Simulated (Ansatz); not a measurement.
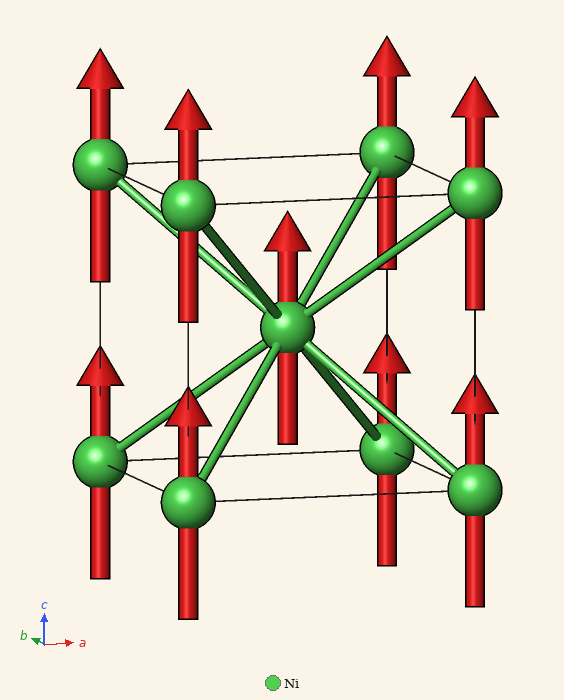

We look at a ball-and-stick model of the crystal slightly off an axis. Atoms at the boundary of the simulation cell (the box) are drawn once for each face, edge or corner they touch. Arrows are the site magnetic moments above 0.25 μB; longer means larger, and red and blue are up and down (without spin-orbit coupling the axis itself is arbitrary).

This is the state reached for Ni. Electronic-structure method: Ansatz, DFT PBE, scalar-relativistic, plane waves, PAW. Parameters: a cutoff energy of 420 eV, a 12×12×12 grid in reciprocal space, Gaussian smearing of 0.15 eV, collinear spins.

> How are the moments ordered?

Ferromagnetic (within this cell). Site moments: 2 Ni +0.6 μB. The net spin moment of the whole cell is 1.1 μB.

Its origin is a structure listed in the Materials Project. Earlier steps of the study may have refined or changed the cell and positions. A calculation with Ansatz used it as input.
